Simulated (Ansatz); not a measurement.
Cu2O: geometry relaxation (part 3 of 3)

The same run, continued: Cu2O (slab, 24 atoms in the cell); DFT PBE, scalar-relativistic, plane waves, PAW, PAW set soft_1, no spin polarisation (Ansatz 0.2.0); cutoff 420 eV, 2×1×1 k-mesh, Fermi–Dirac smearing of 0.02 eV. The structure derives from an entry of the Crystallography Open Database. The input holds or restrains some coordinates. Forces given for the steps count only the free coordinates. It belongs to a series of runs on one base structure; here: start relaxed.

Geometry of the input (Å; fractional positions):
```
6.0366  0.0000  0.0000
0.0000  8.5370  0.0000
0.0000  0.0000  17.5274
Cu 0.0000  0.3750  0.1432
Cu 0.2500  0.1250  0.0571
Cu 0.5000  0.3750  0.1432
Cu 0.7500  0.1250  0.0571
O  0.0000  0.0000  0.0571
O  0.5000  0.2500  0.0571
Cu 0.5000  0.3750  0.3154
Cu 0.7500  0.1250  0.2293
Cu 0.0000  0.3750  0.3154
Cu 0.2500  0.1250  0.2293
O  0.5000  0.0000  0.2293
O  0.0000  0.2500  0.2293
Cu 0.0000  0.8750  0.1432
Cu 0.2500  0.6250  0.0571
Cu 0.5000  0.8750  0.1432
Cu 0.7500  0.6250  0.0571
O  0.0000  0.5000  0.0571
O  0.5000  0.7500  0.0571
Cu 0.5000  0.8750  0.3154
Cu 0.7500  0.6250  0.2293
Cu 0.0000  0.8750  0.3154
Cu 0.2500  0.6250  0.2293
O  0.5000  0.5000  0.2293
O  0.0000  0.7500  0.2293
```

Trajectory as extended XYZ (Å, eV, eV/Å), 5 frames, from step=1 to step=5
```
24
Lattice="6.0366 0.0000 0.0000 0.0000 8.5370 0.0000 0.0000 0.0000 17.5274" Properties=species:S:1:pos:R:3:forces:R:3 step=1 energy=-110524.22392
Cu    0.0000    3.2014    2.5091    0.0000   0.4725  -0.8902
Cu    1.5091    1.0671    1.0000    0.0000   0.0000   0.5182
Cu    3.0183    3.2014    2.5091    0.0000  -0.4725  -0.8902
Cu    4.5274    1.0671    1.0000    0.0000   0.0000   0.5182
O     0.0000    0.0000    1.0000    0.0000   0.3899   0.0280
O     3.0183    2.1343    1.0000    0.0000  -0.3899   0.0280
Cu    3.0183    3.2014    5.5274    0.0000  -0.5545   0.1048
Cu    4.5274    1.0671    4.0183    0.0000   0.0000   0.1523
Cu    0.0000    3.2014    5.5274    0.0000   0.5545   0.1048
Cu    1.5091    1.0671    4.0183    0.0000   0.0000   0.1523
O     3.0183    0.0000    4.0183    0.0000   0.3081   0.0870
O     0.0000    2.1343    4.0183    0.0000  -0.3081   0.0870
Cu    0.0000    7.4699    2.5091    0.0000   0.4725  -0.8902
Cu    1.5091    5.3356    1.0000    0.0000   0.0000   0.5182
Cu    3.0183    7.4699    2.5091    0.0000  -0.4725  -0.8902
Cu    4.5274    5.3356    1.0000    0.0000   0.0000   0.5182
O     0.0000    4.2685    1.0000    0.0000   0.3899   0.0280
O     3.0183    6.4028    1.0000    0.0000  -0.3899   0.0280
Cu    3.0183    7.4699    5.5274    0.0000  -0.5545   0.1048
Cu    4.5274    5.3356    4.0183    0.0000   0.0000   0.1523
Cu    0.0000    7.4699    5.5274    0.0000   0.5545   0.1048
Cu    1.5091    5.3356    4.0183    0.0000   0.0000   0.1523
O     3.0183    4.2685    4.0183    0.0000   0.3081   0.0870
O     0.0000    6.4028    4.0183    0.0000  -0.3081   0.0870
24
Lattice="6.0366 0.0000 0.0000 0.0000 8.5370 0.0000 0.0000 0.0000 17.5274" Properties=species:S:1:pos:R:3:forces:R:3 step=2 energy=-110524.58551
Cu    0.0000    3.1845    2.4775    0.0000   0.3201  -0.5828
Cu    1.5091    1.0671    1.0000    0.0000   0.0000   0.5206
Cu    3.0183    3.2182    2.4775    0.0000  -0.3201  -0.5828
Cu    4.5274    1.0671    1.0000    0.0000   0.0000   0.5206
O     0.0000    0.0000    1.0000    0.0000   0.4683  -0.1460
O     3.0183    2.1343    1.0000    0.0000  -0.4683  -0.1460
Cu    3.0183    3.0596    5.4495    0.0000  -0.4606  -0.0840
Cu    4.5274    1.0671    4.0488    0.0000   0.0000   0.1669
Cu    0.0000    3.3431    5.4495    0.0000   0.4606  -0.0840
Cu    1.5091    1.0671    4.0488    0.0000   0.0000   0.1669
O     3.0183   -0.0110    4.0200    0.0000   0.3031   0.1247
O     0.0000    2.1452    4.0200    0.0000  -0.3031   0.1247
Cu    0.0000    7.4530    2.4775    0.0000   0.3201  -0.5828
Cu    1.5091    5.3356    1.0000    0.0000   0.0000   0.5206
Cu    3.0183    7.4867    2.4775    0.0000  -0.3201  -0.5828
Cu    4.5274    5.3356    1.0000    0.0000   0.0000   0.5206
O     0.0000    4.2685    1.0000    0.0000   0.4683  -0.1460
O     3.0183    6.4028    1.0000    0.0000  -0.4683  -0.1460
Cu    3.0183    7.3281    5.4495    0.0000  -0.4606  -0.0840
Cu    4.5274    5.3356    4.0488    0.0000   0.0000   0.1669
Cu    0.0000    7.6116    5.4495    0.0000   0.4606  -0.0840
Cu    1.5091    5.3356    4.0488    0.0000   0.0000   0.1669
O     3.0183    4.2575    4.0200    0.0000   0.3031   0.1247
O     0.0000    6.4137    4.0200    0.0000  -0.3031   0.1247
24
Lattice="6.0366 0.0000 0.0000 0.0000 8.5370 0.0000 0.0000 0.0000 17.5274" Properties=species:S:1:pos:R:3:forces:R:3 step=3 energy=-110524.96483
Cu    0.0000    3.1690    2.4427    0.0000   0.0665  -0.1288
Cu    1.5091    1.0671    1.0000    0.0000   0.0000   0.5121
Cu    3.0183    3.2338    2.4427    0.0000  -0.0665  -0.1288
Cu    4.5274    1.0671    1.0000    0.0000   0.0000   0.5121
O     0.0000    0.0000    1.0000    0.0000   0.5944  -0.3628
O     3.0183    2.1343    1.0000    0.0000  -0.5944  -0.3628
Cu    3.0183    2.8941    5.3451    0.0000  -0.2162  -0.2654
Cu    4.5274    1.0671    4.0990    0.0000   0.0000   0.0867
Cu    0.0000    3.5086    5.3451    0.0000   0.2162  -0.2654
Cu    1.5091    1.0671    4.0990    0.0000   0.0000   0.0867
O     3.0183   -0.0137    4.0266    0.0000   0.1097   0.1583
O     0.0000    2.1480    4.0266    0.0000  -0.1097   0.1583
Cu    0.0000    7.4375    2.4427    0.0000   0.0665  -0.1288
Cu    1.5091    5.3356    1.0000    0.0000   0.0000   0.5121
Cu    3.0183    7.5023    2.4427    0.0000  -0.0665  -0.1288
Cu    4.5274    5.3356    1.0000    0.0000   0.0000   0.5121
O     0.0000    4.2685    1.0000    0.0000   0.5944  -0.3628
O     3.0183    6.4028    1.0000    0.0000  -0.5944  -0.3628
Cu    3.0183    7.1626    5.3451    0.0000  -0.2162  -0.2654
Cu    4.5274    5.3356    4.0990    0.0000   0.0000   0.0867
Cu    0.0000    7.7771    5.3451    0.0000   0.2162  -0.2654
Cu    1.5091    5.3356    4.0990    0.0000   0.0000   0.0867
O     3.0183    4.2548    4.0266    0.0000   0.1097   0.1583
O     0.0000    6.4165    4.0266    0.0000  -0.1097   0.1583
24
Lattice="6.0366 0.0000 0.0000 0.0000 8.5370 0.0000 0.0000 0.0000 17.5274" Properties=species:S:1:pos:R:3:forces:R:3 step=4 energy=-110525.13570
Cu    0.0000    3.1540    2.4290    0.0000   0.0237  -0.0128
Cu    1.5091    1.0671    1.0000    0.0000   0.0000   0.4958
Cu    3.0183    3.2488    2.4290    0.0000  -0.0237  -0.0128
Cu    4.5274    1.0671    1.0000    0.0000   0.0000   0.4958
O     0.0000    0.0000    1.0000    0.0000   0.6135  -0.3928
O     3.0183    2.1343    1.0000    0.0000  -0.6135  -0.3928
Cu    3.0183    2.7600    5.2093    0.0000   0.0959  -0.1365
Cu    4.5274    1.0671    4.1324    0.0000   0.0000  -0.1144
Cu    0.0000    3.6427    5.2093    0.0000  -0.0959  -0.1365
Cu    1.5091    1.0671    4.1324    0.0000   0.0000  -0.1144
O     3.0183   -0.0063    4.0347    0.0000  -0.0200   0.1613
O     0.0000    2.1405    4.0347    0.0000   0.0200   0.1613
Cu    0.0000    7.4225    2.4290    0.0000   0.0237  -0.0128
Cu    1.5091    5.3356    1.0000    0.0000   0.0000   0.4958
Cu    3.0183    7.5173    2.4290    0.0000  -0.0237  -0.0128
Cu    4.5274    5.3356    1.0000    0.0000   0.0000   0.4958
O     0.0000    4.2685    1.0000    0.0000   0.6135  -0.3928
O     3.0183    6.4028    1.0000    0.0000  -0.6135  -0.3928
Cu    3.0183    7.0285    5.2093    0.0000   0.0959  -0.1365
Cu    4.5274    5.3356    4.1324    0.0000   0.0000  -0.1144
Cu    0.0000    7.9112    5.2093    0.0000  -0.0959  -0.1365
Cu    1.5091    5.3356    4.1324    0.0000   0.0000  -0.1144
O     3.0183    4.2622    4.0347    0.0000  -0.0200   0.1613
O     0.0000    6.4090    4.0347    0.0000   0.0200   0.1613
24
Lattice="6.0366 0.0000 0.0000 0.0000 8.5370 0.0000 0.0000 0.0000 17.5274" Properties=species:S:1:pos:R:3:forces:R:3 step=5 energy=-110525.16621
Cu    0.0000    3.1792    2.4397    0.0000  -0.0315  -0.0514
Cu    1.5091    1.0671    1.0000    0.0000   0.0000   0.4662
Cu    3.0183    3.2235    2.4397    0.0000   0.0315  -0.0514
Cu    4.5274    1.0671    1.0000    0.0000   0.0000   0.4662
O     0.0000    0.0000    1.0000    0.0000   0.6834  -0.4583
O     3.0183    2.1343    1.0000    0.0000  -0.6834  -0.4583
Cu    3.0183    2.7441    5.1319    0.0000  -0.0276   0.0176
Cu    4.5274    1.0671    4.0538    0.0000   0.0000  -0.0321
Cu    0.0000    3.6587    5.1319    0.0000   0.0276   0.0176
Cu    1.5091    1.0671    4.0538    0.0000   0.0000  -0.0321
O     3.0183    0.0018    4.0193    0.0000  -0.0129   0.0579
O     0.0000    2.1325    4.0193    0.0000   0.0129   0.0579
Cu    0.0000    7.4477    2.4397    0.0000  -0.0315  -0.0514
Cu    1.5091    5.3356    1.0000    0.0000   0.0000   0.4662
Cu    3.0183    7.4920    2.4397    0.0000   0.0315  -0.0514
Cu    4.5274    5.3356    1.0000    0.0000   0.0000   0.4662
O     0.0000    4.2685    1.0000    0.0000   0.6834  -0.4583
O     3.0183    6.4028    1.0000    0.0000  -0.6834  -0.4583
Cu    3.0183    7.0126    5.1319    0.0000  -0.0276   0.0176
Cu    4.5274    5.3356    4.0538    0.0000   0.0000  -0.0321
Cu    0.0000    7.9272    5.1319    0.0000   0.0276   0.0176
Cu    1.5091    5.3356    4.0538    0.0000   0.0000  -0.0321
O     3.0183    4.2703    4.0193    0.0000  -0.0129   0.0579
O     0.0000    6.4010    4.0193    0.0000   0.0129   0.0579
```

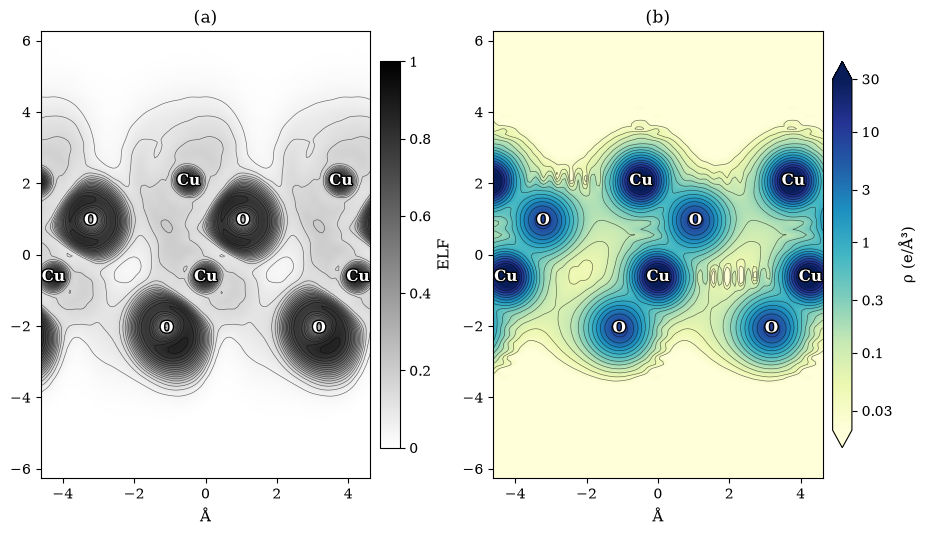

Fig. 1: (a) ELF; (b) valence charge density (pseudo) on the (100) plane of the calculation cell, a cut from vacuum to vacuum. The section cuts through Cu and O sites. Cu–O (1.81 Å): ρ at the midpoint is about 0.92 e/Å³; the ELF is about 0.25 at the midpoint. Cu–O (1.89 Å): ρ at the midpoint is about 0.71 e/Å³; the ELF is about 0.20 at the midpoint. The density dies away to nearly zero in the vacuum. The strong features right at Cu lie inside the PAW spheres (semicore, d or f shells) and say nothing about bonding. In a PAW calculation such maps are meaningful between the atoms, not at the nuclei.

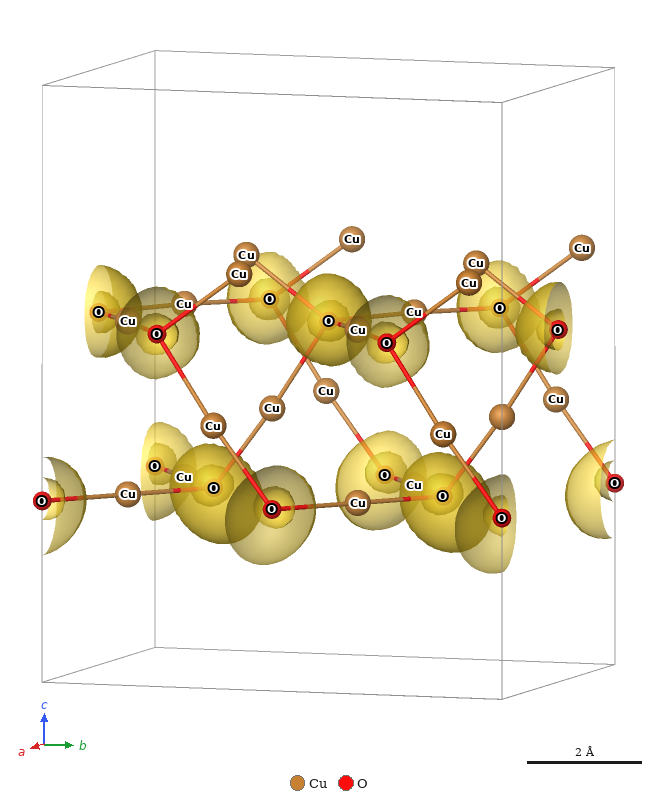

Fig. 2: Isosurface of the electron localisation function at 0.7 (yellow), seen slightly off an axis. Only the valence region is drawn (cores and ρ < 0.01 e/Å³ removed). Sticks mark near contacts. Along the contacts the grid gives the following. Cu–O (1.81 Å): the ELF is about 0.25 at the midpoint. Cu–O (1.85 Å): the ELF is about 0.25 at the midpoint.
